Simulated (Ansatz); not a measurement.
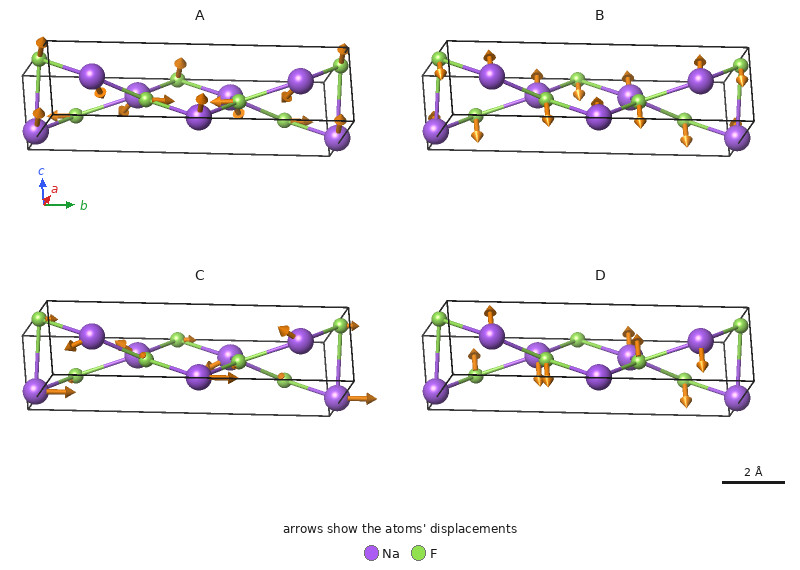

Four optical modes of crystalline NaF (a generated structure) at the zone centre, in no order. The orange arrows give the relative displacements of the atoms. A ball-and-stick model of the conventional cell (2 times the calculation's cell), seen from a free direction. Lengths and directions refer to the drawn axes.

Level of theory: Ansatz 0.2.0, DFT PBE, scalar-relativistic, plane waves, PAW. (plane-wave cutoff 420 eV; k-point mesh 6 × 6 × 8; occupations fixed; no spin polarisation)

Frequencies are those without the non-analytic (LO–TO) term.

Rank the modes by frequency, softest first.

Answer. D (63 cm⁻¹), C (186 cm⁻¹), B (214 cm⁻¹), A (246 cm⁻¹). D, A″: The Na (2a) and F (2a) atoms stay at rest; all motion is along c; atoms of one kind move against one another, with no net shift of any sublattice; the kinetic energy is shared as Na 55 %, F 45 %. C, A″: The kinetic energy is shared as Na 91 %, F 9 %. B, A′: The F (4b) and F (2a) sublattices move against the Na (4b) and Na (2a) sublattices, along c; the kinetic energy is shared as F 55 %, Na 45 %. A, A′: It mainly bends the F–Na bonds; the kinetic energy is shared as Na 59 %, F 41 %.
